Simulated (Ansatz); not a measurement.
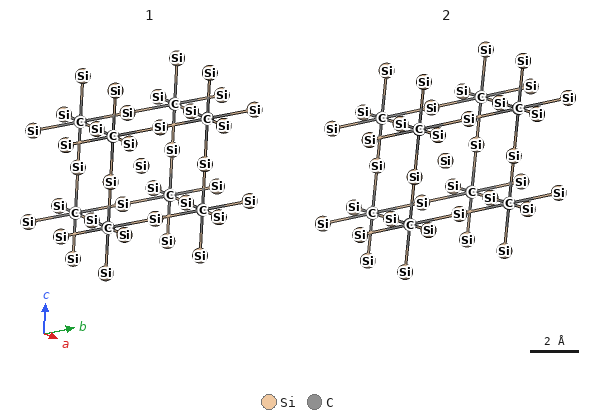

Two geometries of a crystal of Si₄C (a generated structure, set up in R-3m) (coarse preliminary run), drawn at one scale. One is the start of a relaxation, the other its converged end. Style: ball-and-stick. Shown: the cell of the calculation, slightly off an axis.

Method: DFT PBE, scalar-relativistic, plane waves, PAW in Ansatz. Settings: plane-wave cutoff 420 eV; k-point mesh 6 × 6 × 6; occupations gaussian; smearing width 0.1 eV; no spin polarisation; cell and atoms relaxed; force threshold 0.04 eV/Å; at most 70 steps.

### Which one is relaxed?

Structure 1 is the relaxed one. No atom moves by more than 0.005 Å relative to the cell. Cell: a = b = c 4.313 → 4.099 Å (−5.0 %), α 75.4° → 79.7°, β 75.4° → 79.7°, γ 75.4° → 79.7°. Volume −10.5 %. Among the contacts that change: C–Si 2.156 → 2.049 Å. Bond angles that change, for instance: Si–C–Si 75.4° → 79.7°, Si–C–Si 104.6° → 100.3°. The space group stays R-3m (No. 166). Over 4 accepted moves (5 points after the start) the energy falls by 61.4 meV per atom. All forces vanish by symmetry, so only the cell relaxes. The pressure goes from −8.22 to −0.33 GPa. The SCF was repeated once at an unchanged geometry on a basis and grid sized afresh for the cell, which shifted the energy by 0.4 meV per atom at most. Cost: 26 s on 1 thread of AMD EPYC (Zen 3), on a shared host, peak memory 0.36 GiB.
